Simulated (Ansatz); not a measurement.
Si₂W: several calculations on one system

## 1. Relaxation

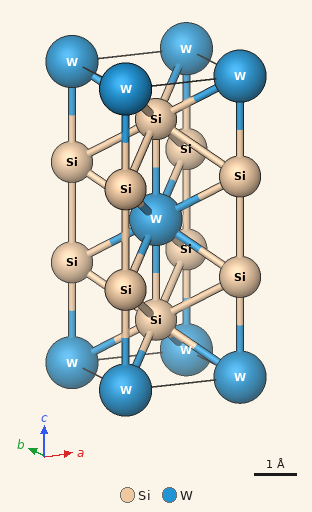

This is the input geometry for a relaxation of crystalline Si2W (set up in I4/mmm). A ball-and-stick model of the conventional cell (2 times the calculation's cell), seen from a free direction. Lengths and directions refer to the drawn axes.

Level of theory: Ansatz 0.2.0, DFT PBE, scalar-relativistic, plane waves, PAW; settings changed.

The input:
```yaml
crystal:
  lattice:
    - [-1.5237906909, 1.5237906909, 3.7389419988]
    - [1.5237906909, -1.5237906909, 3.7389419988]
    - [1.5237906909, 1.5237906909, -3.7389419988]
  atoms:
    - { symbol: Si, position: [0.333152025, 0.333152025, 0.0] }
    - { symbol: Si, position: [0.666847975, 0.666847975, 0.0] }
    - { symbol: W, position: [0.0, 0.0, 0.0] }
basis:
  ecutwfc: 420
kpoints:
  mp_grid: { grid: [30, 30, 30] }
hamiltonian:
  xc: pbe
scf:
  occupations: { method: gaussian, width: 0.1 }
  algorithm: density_mixing
output:
  forces: true
  eigenvalues: true
  stress: true
relax:
  adjacent_minimum: "off"
  f_tol: 0.008
  max_steps: 50
  cell: { stress_tol: 0.08, p_target: 50.0 }
```

Run as
```bash
ansatz run input.yaml --threads 1 --pin off --max-ram 2560MiB --backend cpu --events-out ev --progress --plain --runs-dir out
```

### Where does the relaxation end?

After 3 accepted moves (4 points after the start) the energy has fallen by 17.1 meV per atom. With the target pressure of 50 GPa, the enthalpy E + pV changes by −1.4 meV per atom. Largest force component: 0.2 eV/Å at the start, under 0.0001 eV/Å at the end. The pressure goes from 52.24 to 50.01 GPa. At 1 point the geometry stayed and the basis and grid were re-selected for the new cell (energy shift of less than 0.05 meV per atom at most each time). The largest moves relative to the cell, 0.007 Å, are those of Si1 and Si2. Si1 goes along −c. W stays in place. The drawn cell changes as follows: a = b 3.048 → 3.046 Å (−0.1 %), c 7.478 → 7.519 Å (+0.5 %); the volume changes by +0.4 %. Among the contacts that change: Si1–Si2 2.495 → 2.523 Å, Si1–W3 2.490 → 2.496 Å, Si1–Si2 (another image) 2.488 → 2.483 Å. The space group stays I4/mmm (No. 139). The run took 2.6 min on 1 thread of Intel(R) Xeon(R) 6975P-C (Granite Rapids), with other jobs on the host, peak memory 1.3 GiB.

## 2. Relaxation

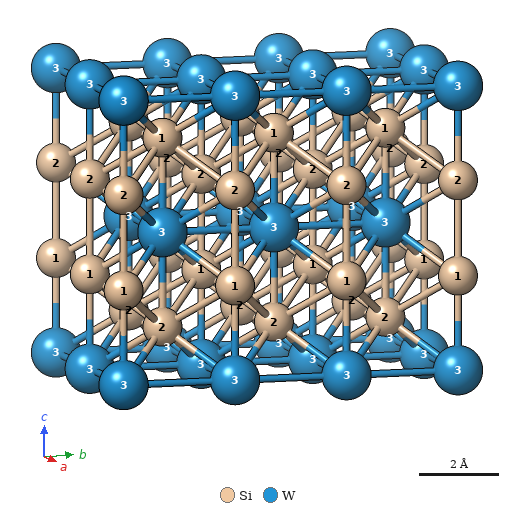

Starting structure of crystalline Si₂W (set up in I4/mmm). A ball-and-stick model of the conventional cell (2 times the calculation's cell), repeated 2 × 3 × 1 with one cell outlined, seen slightly off an axis. Lengths and directions refer to the drawn axes.

Case: relaxed at 90 GPa.

Method: DFT PBE, scalar-relativistic, plane waves, PAW in Ansatz 0.2.0.

The input:
```yaml
crystal:
  lattice:
    - [-1.4829814306, 1.4829814306, 3.6601149797]
    - [1.4829814306, -1.4829814306, 3.6601149797]
    - [1.4829814306, 1.4829814306, -3.6601149797]
  atoms:
    - { symbol: Si, position: [0.3322214762, 0.3322214762, 0.0] }
    - { symbol: Si, position: [0.6677785238, 0.6677785238, 0.0] }
    - { symbol: W, position: [0.0, 0.0, 0.0] }
basis:
  ecutwfc: 420
kpoints:
  mp_grid: { grid: [20, 20, 20] }
hamiltonian:
  xc: pbe
scf:
  occupations: { method: gaussian, width: 0.1 }
output:
  forces: true
  stress: true
  eigenvalues: true
  write_density: true
  write_potential: true
  elf: true
  volumetric_format: npy
relax:
  adjacent_minimum: "off"
  f_tol: 0.008
  max_steps: 50
  cell: { stress_tol: 0.08, p_target: 90.0 }
```

Launched with:
```bash
ansatz run input.yaml --threads 1 --pin off --max-ram 2560MiB --backend cpu --events-out ev --progress --plain --runs-dir out
```

### What does the optimiser find from here?

The energy rises by 16.6 meV per atom in 3 accepted moves (4 points after the start). With the target pressure of 90 GPa, the enthalpy E + pV changes by −1.4 meV per atom. The largest force component goes from 0.21 to 0.00041 eV/Å. Pressure: 88.87 GPa at the start and 90.02 GPa at the end. At 1 point the geometry stayed and the basis and grid were re-selected for the new cell (energy shift of less than 0.05 meV per atom at most each time). The largest moves relative to the cell, 0.008 Å, are those of Si1 and Si2. Si2 goes along +c. W stays in place. The volume changes by −0.3 %, with a = b 2.966 → 2.955 Å (−0.4 %), c 7.320 → 7.351 Å (+0.4 %). Among the contacts that change: Si1–Si2 2.456 → 2.482 Å, Si1–Si2 (another image) 2.418 → 2.407 Å, W3–W3 2.966 → 2.955 Å. The space group stays I4/mmm (No. 139).

History of the run:

```csv
step,"E − E(0), meV/atom","largest force component, eV/Å","pressure, GPa","volume, Å³/atom",note
0,0.00,0.2147,88.87,10.733,
1,21.21,0.1298,90.52,10.693,
2,16.97,0.0519,90.08,10.700,
3,16.55,0.0004,90.02,10.701,
4,16.56,0.0004,90.02,10.701,"same geometry, new basis"
```

## 3. Series

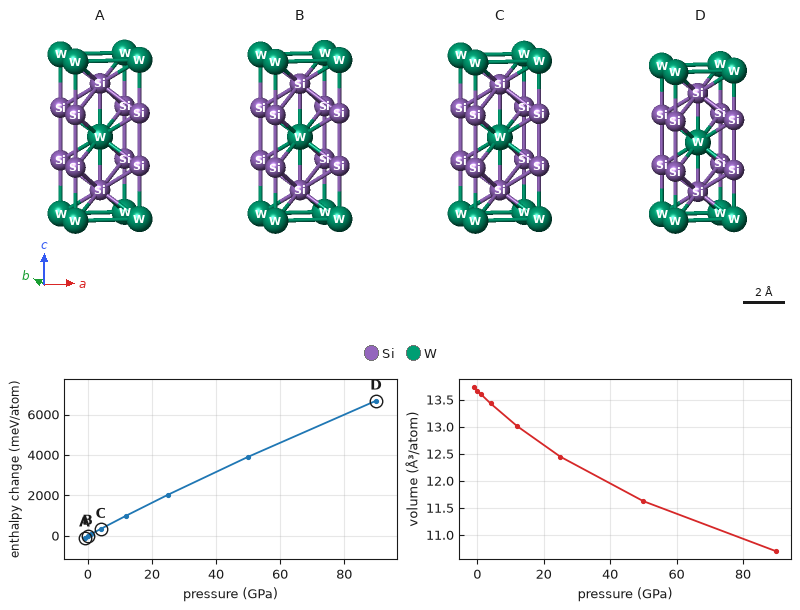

Members of a series of calculations on solid Si$_{2}$W (set up in I4/mmm), marked on the first curve. A ball-and-stick model of the conventional cell (2 times the calculation's cell), seen slightly off an axis. Lengths and directions refer to the drawn axes.

These are results of DFT PBE, scalar-relativistic, plane waves, PAW in Ansatz, not measurements. Set-up: plane-wave cutoff 420 eV; occupations gaussian; smearing width 0.1 eV; no spin polarisation. The k-mesh is chosen for each cell (18×18×18, 20×20×20).

Describe the series.

The structure is relaxed at several pressures. A (pressure −1.0 GPa): enthalpy change −85.5 meV/atom, volume 13.74 Å³ per atom. B (pressure 0.0 GPa): enthalpy change 0.0 meV/atom, volume 13.67 Å³ per atom. C (pressure 4.0 GPa): enthalpy change 338 meV/atom, volume 13.43 Å³ per atom. D (pressure 90.0 GPa): enthalpy change 6685 meV/atom, volume 10.70 Å³ per atom. The rest compares A with D. The volume changes by −22.1 %, with a = b 3.235 → 2.955 Å (−8.6 %), c 7.878 → 7.351 Å (−6.7 %). Among the bonded contacts that change: W–W 3.235 → 2.955 Å, Si–Si 2.648 → 2.407 Å, Si–W 2.633 → 2.430 to 2.435 Å.
